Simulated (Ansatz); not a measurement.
## WS2: geometry relaxation (part 2 of 2)

Continued. System: WS2 (P6₃/mmc, 6 atoms in the cell). Method: DFT PBE+D3(BJ), scalar-relativistic, plane waves, PAW, no spin polarisation (Ansatz 0.2.0); cutoff 420 eV, 12×12×4 k-mesh, Gaussian smearing of 0.02 eV. The structure derives from a Materials Project entry.

Geometry of the input (Å; fractional positions):
```
3.1541  0.0000  0.0000
-1.5770  2.7315  0.0000
0.0000  0.0000  12.1453
W  0.3333  0.6667  0.7500
W  0.6667  0.3333  0.2500
S  0.3333  0.6667  0.1203
S  0.6667  0.3333  0.6203
S  0.3333  0.6667  0.3797
S  0.6667  0.3333  0.8797
```

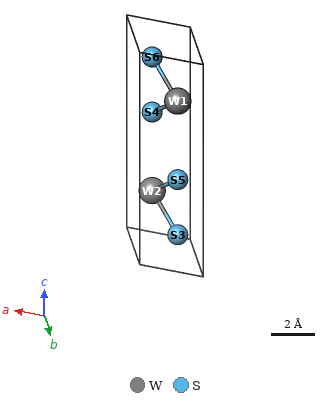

**Figure 1.** The geometry at step 2 of the log (ball-and-stick view of the cell of the calculation, seen at an oblique angle; atoms are numbered from 1 in the order of the input).

```
basis re-selected at this cell: Δ(F+E_penalty+E_count) = +1.799e-5 eV, ΔP = +0.000 GPa vs the last step (what re-selecting the basis moved, of the pressure what is left beyond the Pulay correction that the steps carried, after the strain that the cell walked since its last selection, with what the two solves' SCF thresholds leave and, on support functions, any second-order correction that the steps lacked; it is no measure of the basis error at this ecutwfc). This SCF's stress stands 1.72e-2 GPa from its target on what of the cell is left free (relax.cell.stress_tol is 5.00e-2 GPa) and its largest allowed force component is 4.13e-4 eV/Å (relax.f_tol is 5.00e-3 eV/Å): within both
SCF converged after 5 iterations
Free energy (F): -24385.320190 eV
Harris-Foulkes:  -24385.320190 eV  (|F-HF|=3.64e-12)
Internal energy: -24385.320190 eV  (E = F + TS)
E sigma→0 (E₀):  -24385.320190 eV
Fermi energy:    12.522856 eV
--- Per-component energies (eV) ---
  E_band       = -356.976259
  E_kinetic    = 1334.646438
  E_local      = -3356.804154  (includes V_loc(G=0)·N_el)
  E_nonlocal   = 114.825971
  E_hartree    = 1325.994011
  E_xc         = -925.249244
  E_vxc        = -831.366004  (∫ρ·V_xc dr)
  E_paw        = -19526.336005  (= ΣΔE_a)
  E_vpaw       = -270.266344  (= ΣTr[D̂ρ^β])
  E_aug_tail   = -0.000124  (compensation charges beyond the density's cutoff)
  E_ewald      = -3349.784584
  E_disp       = -2.612499  (pairwise vdW)
  E_smearing   = -0.000000  (= −TS)
  E_closure    = 0.000000  (closes the sum)
  Σ components = -24385.320190   (vs F -24385.320190, Δ=0.00e0)
--- Forces (eV/Å), atoms counted from 1 ---
  atom   1  W      0.00000000    -0.00000000     0.00000000
  atom   2  W      0.00000000     0.00000000     0.00000000
  atom   3  S      0.00000000     0.00000000     0.00041280
  atom   4  S      0.00000000    -0.00000000     0.00041280
  atom   5  S      0.00000000     0.00000000    -0.00041280
  atom   6  S      0.00000000    -0.00000000    -0.00041280
  max |Σ_I F_I| component: 1.16e-17 eV/Å
--- Stress (GPa, compression-positive) ---
       -0.004407      -0.000000       0.000000
        0.000000      -0.004407       0.000000
        0.000000       0.000000       0.017158
  P = ⅓ Tr σ = 0.0028 GPa (0.028 kbar)
--- Band table (eV; the first three rows and the last of 57) ---
  k-point 0: bands = ["-62.5125", "-62.5125", "-26.8133", "-26.8132", "-26.6312", "-26.6312", "-26.6312", "-26.6312", "-3.6329", "-3.3479", "-2.1253", "-1.5944", "4.3096", "5.5173", "8.0834", "8.5608", "8.5608", "8.5791", "8.5791", "9.7867", "9.7867", "9.8554", "9.8554", "10.6619", "10.7800", "12.0796", "14.3259", "14.3259", "14.3390", "14.3390", "14.3445", "14.3445"]
  k-point 1: bands = ["-62.5125", "-62.5125", "-26.8133", "-26.8132", "-26.6312", "-26.6312", "-26.6312", "-26.6312", "-3.5996", "-3.4014", "-2.0384", "-1.6666", "4.4502", "5.2793", "8.4081", "8.5634", "8.5634", "8.5763", "8.5763", "9.7967", "9.7967", "9.8453", "9.8453", "9.9488", "11.3454", "12.0062", "14.3141", "14.3141", "14.3211", "14.3211", "14.4010", "14.4010"]
  k-point 2: bands = ["-62.5125", "-62.5125", "-26.8132", "-26.8132", "-26.6312", "-26.6312", "-26.6312", "-26.6312", "-3.5099", "-3.5099", "-1.8459", "-1.8459", "4.8230", "4.8230", "8.5697", "8.5697", "8.5697", "8.5697", "9.1281", "9.1281", "9.8209", "9.8209", "9.8209", "9.8209", "11.7710", "11.7710", "14.3123", "14.3123", "14.3123", "14.3123", "14.4797", "14.4797"]
  k-point 56: bands = ["-62.4910", "-62.4910", "-26.9042", "-26.9042", "-26.8685", "-26.8685", "-26.7363", "-26.7363", "-0.9458", "-0.9458", "-0.8824", "-0.8824", "5.5141", "5.5141", "5.9139", "5.9139", "6.8327", "6.8327", "7.2060", "7.2060", "8.2914", "8.2914", "8.9048", "8.9048", "11.3679", "11.3679", "13.3352", "13.3352", "14.5765", "14.5765", "15.4385", "15.4385"]
--- Relaxed structure (2 steps of the walk, 2 accepted, 1 SCFs on fresh bases) ---
  F+E_penalty+E_count = -24385.32018966 eV   max|allowed force component| = 4.128e-4 eV/Å   (the final SCF, on the basis selected at the relaxed cell)
  cell:  # Å, volume = 104.5596 Å³
    - [3.154157816582502, 0.0, 0.0]
    - [-1.577078908291251, 2.7315807967057046, 0.0]
    - [0.0, 0.0, 12.135745348489117]
  atoms:
    - { symbol: W, position: [0.3333333333333333, 0.6666666666666666, 0.7499999999999999] }
    - { symbol: W, position: [0.6666666666666665, 0.3333333333333333, 0.24999999999999997] }
    - { symbol: S, position: [0.3333333333333333, 0.6666666666666666, 0.12024728412705696] }
    - { symbol: S, position: [0.6666666666666665, 0.3333333333333333, 0.6202472841270571] }
    - { symbol: S, position: [0.3333333333333333, 0.6666666666666666, 0.37975271587294296] }
    - { symbol: S, position: [0.6666666666666665, 0.3333333333333333, 0.8797527158729429] }
```

### Trajectory as extended XYZ (Å, eV, eV/Å), 3 frames, from step=1 to step=3
```
6
Lattice="3.1541 0.0000 0.0000 -1.5770 2.7315 0.0000 0.0000 0.0000 12.1453" Properties=species:S:1:pos:R:3:forces:R:3 step=1 energy=-24385.32019 pressure_GPa=-0.02
W     0.0000    1.8210    9.1090    0.0000   0.0000   0.0000
W     1.5770    0.9105    3.0363    0.0000   0.0000   0.0000
S     0.0000    1.8210    1.4614    0.0000   0.0000   0.0025
S     1.5770    0.9105    7.5341    0.0000   0.0000   0.0025
S     0.0000    1.8210    4.6112    0.0000   0.0000  -0.0025
S     1.5770    0.9105   10.6839    0.0000   0.0000  -0.0025
6
Lattice="3.1542 0.0000 0.0000 -1.5771 2.7316 0.0000 0.0000 0.0000 12.1357" Properties=species:S:1:pos:R:3:forces:R:3 step=2 energy=-24385.32021 pressure_GPa=0.00
W     0.0000    1.8211    9.1018    0.0000   0.0000   0.0000
W     1.5771    0.9105    3.0339    0.0000   0.0000   0.0000
S     0.0000    1.8211    1.4593    0.0000   0.0000   0.0004
S     1.5771    0.9105    7.5272    0.0000   0.0000   0.0004
S     0.0000    1.8211    4.6086    0.0000   0.0000  -0.0004
S     1.5771    0.9105   10.6765    0.0000   0.0000  -0.0004
6
Lattice="3.1542 0.0000 0.0000 -1.5771 2.7316 0.0000 0.0000 0.0000 12.1357" Properties=species:S:1:pos:R:3:forces:R:3 step=3 energy=-24385.32019 pressure_GPa=0.00
W     0.0000    1.8211    9.1018    0.0000   0.0000   0.0000
W     1.5771    0.9105    3.0339    0.0000   0.0000   0.0000
S     0.0000    1.8211    1.4593    0.0000   0.0000   0.0004
S     1.5771    0.9105    7.5272    0.0000   0.0000   0.0004
S     0.0000    1.8211    4.6086    0.0000   0.0000  -0.0004
S     1.5771    0.9105   10.6765    0.0000   0.0000  -0.0004
```

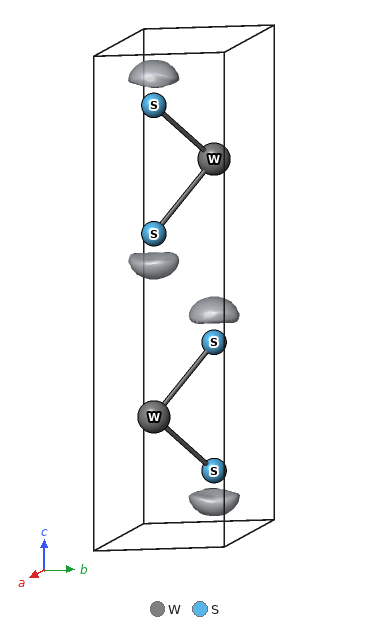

**Figure 2.** Isosurface of the electron localisation function at 0.9 (grey), seen slightly off an axis. Core shells and regions of very low density are left out. Sticks mark near contacts. The outline is the cell set on symmetry axes. Values along the shortest contacts: W–S (2.41 Å): the ELF is about 0.50 at the midpoint. In a PAW calculation such maps are meaningful between the atoms, not at the nuclei.

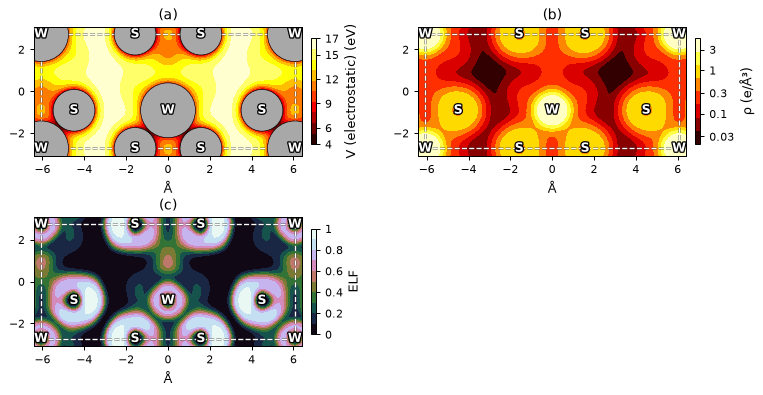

**Figure 3.** (a) electrostatic potential (local pseudopotential plus Hartree) felt by an electron; (b) valence electron density; (c) ELF on the (110) plane of the conventional cell. Grey discs, where drawn, cover atomic cores. Atoms in the plane: W and S. W–S (2.41 Å): the density is about 0.63 e/Å³ at the midpoint; the ELF is about 0.50 at the midpoint. Away from the nuclei the density in this plane falls to 0.02 e/Å³ at its lowest. The ELF has a maximum of about 0.55 in the space between the atoms. The strong features right at W lie inside the PAW spheres (semicore, d or f shells) and say nothing about bonding. Outside the cores the potential energy rises away from the atoms and is highest about 2.3 Å from the nearest atoms; outside the discs it spans about 12 eV, and its zero is arbitrary.

### Summary

| quantity | value |
| --- | --- |
| outcome | converged |
| space group (tolerance 0.01 Å) | P6₃/mmc (194) |
| electrons treated | 52 |
| free energy | −24385.3202 eV |
| Fermi energy | 12.523 eV |
| gap on the k-point mesh | 0.89 eV |
| pressure | 0.00 GPa |
| final volume | 104.56 Å³ |
| largest force (length of the vector) at the end | under 0.001 eV/Å |
| final cell | a = 3.154 Å, b = 3.154 Å, c = 12.136 Å, α = 90.00°, β = 90.00°, γ = 120.00° |
| wall time | 29 s |
| peak memory | 0.46 GiB |

Warnings of the run: the structure was made exactly symmetric. Spin–orbit coupling is left out, which matters for W.
